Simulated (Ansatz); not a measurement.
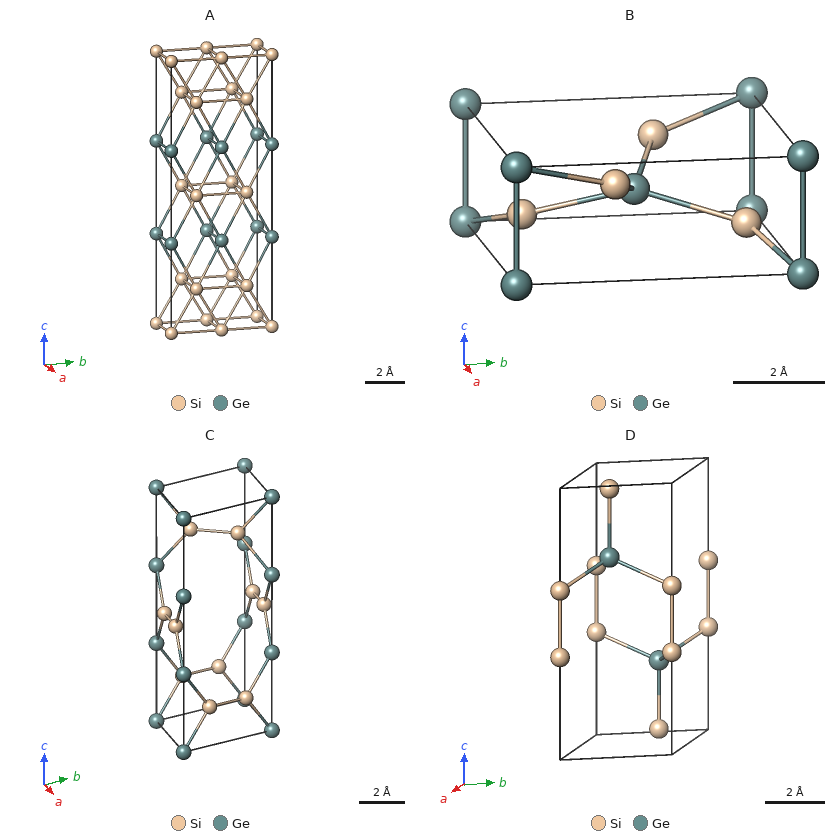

Four structures of Si2Ge, each relaxed to rest (conventional cells in solid outline, small ones repeated, each panel with its own scale). Method: DFT PBE, scalar-relativistic, plane waves, PAW (Ansatz 0.2.0), without spin polarisation.

**Give the type and space group of each panel.**

A: 12 atoms a cell on a primitive orthorhombic lattice, Pmmm; B: 6 atoms a cell on a primitive tetragonal lattice, P-4n2; C: 9 atoms a cell on a primitive hexagonal lattice, P6_222; D: 6 atoms a cell on a primitive hexagonal lattice, P-3m1.

**Which of these is lowest in energy, and how far above it do the others lie?**

D, then A (+312 meV/atom), B (+422 meV/atom) and C (+749 meV/atom), energies at zero smearing.

**Collect the results in a table.**

| panel | structure | E − E(lowest) (meV/atom) | volume (Å³/atom) | gap (eV) |
| --- | --- | --- | --- | --- |
| D | P-3m1 | 0 | 21.4 | 0.59 |
| A | Pmmm | 312 | 16.5 | metal |
| B | P-4n2 | 422 | 18.1 | metal |
| C | P6_222 | 749 | 30.3 | metal |

Some of these may be structure types tried for this composition rather than known phases, and the most stable form need not be among them. Gaps are taken on the k-mesh or band path of each run.
